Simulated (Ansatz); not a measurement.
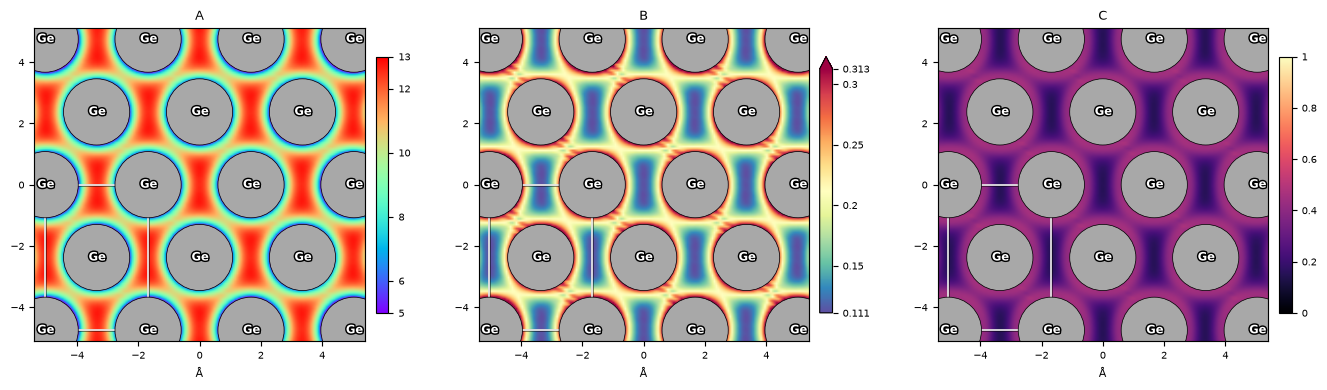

Ge: 3 fields on the (011̄) plane of the conventional cell, with unlabelled colour scales. Grey discs cover the atomic cores.

Space group Im-3m; set up as Ge, bcc; a generated structure, not necessarily the stable one; changed on purpose from its base cell (volume × 0.88); computed pressure about 8 GPa in this cell.

Theory: DFT, BLYP, plane waves (420 eV) with PAW, scalar-relativistic in Ansatz.

```cif
data_structure
_symmetry_space_group_name_H-M 'P 1'
_symmetry_Int_Tables_number 1
_cell_length_a 3.3596
_cell_length_b 3.3596
_cell_length_c 3.3596
_cell_angle_alpha 90.000
_cell_angle_beta 90.000
_cell_angle_gamma 90.000
_cell_volume 37.92
loop_
_atom_site_label
_atom_site_type_symbol
_atom_site_fract_x
_atom_site_fract_y
_atom_site_fract_z
_atom_site_occupancy
Ge1 Ge 0.00000 0.00000 0.00000 1
Ge2 Ge 0.50000 0.50000 0.50000 1
```

Question: The panels show electron localisation function, electrostatic potential energy of an electron and valence pseudo-density in some order. Assign them.

Answer: Panel A: electrostatic potential energy of an electron (low next to the atoms, rising into the space between them). Panel B: valence pseudo-density. Panel C: electron localisation function. From the grid: Ge–Ge (2.91 Å): ρ at the midpoint is about 0.21 e/Å³; the ELF is about 0.40 at the midpoint.
